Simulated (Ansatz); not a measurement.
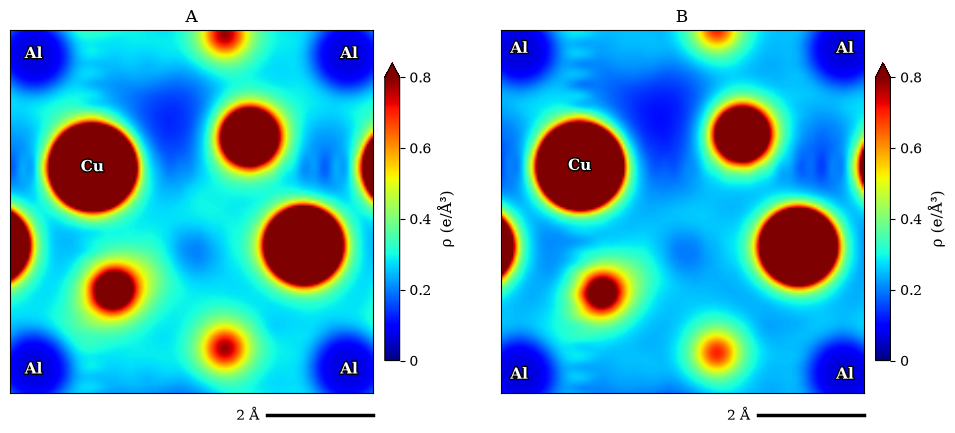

AlCu₄. The valence electron density of two cells that differ in size, on the (100) plane of each (indices in the axes of the calculation cell), at one length scale and on one colour scale; one has 10.6 and the other 11.7 Å³ an atom.

Space group P2₁3; a structure from a database of computed crystals, not necessarily the ambient phase; computed without spin polarisation.

These are results of DFT PBEsol, scalar-relativistic, plane waves, PAW in Ansatz 0.2.0, not measurements.

Core electrons are frozen (PAW), and the valence fields are smoothed inside the atomic spheres.

**Which panel shows the smaller cell, and what does the compression change?**

Panel A is the smaller cell, by 9 % in volume. From the larger cell to the smaller, Al–Cu goes from 2.49 to 2.41 Å, and the density at its midpoint from 0.3 to 0.34 e/Å³; the pressure goes from 4.8 to 26 GPa.
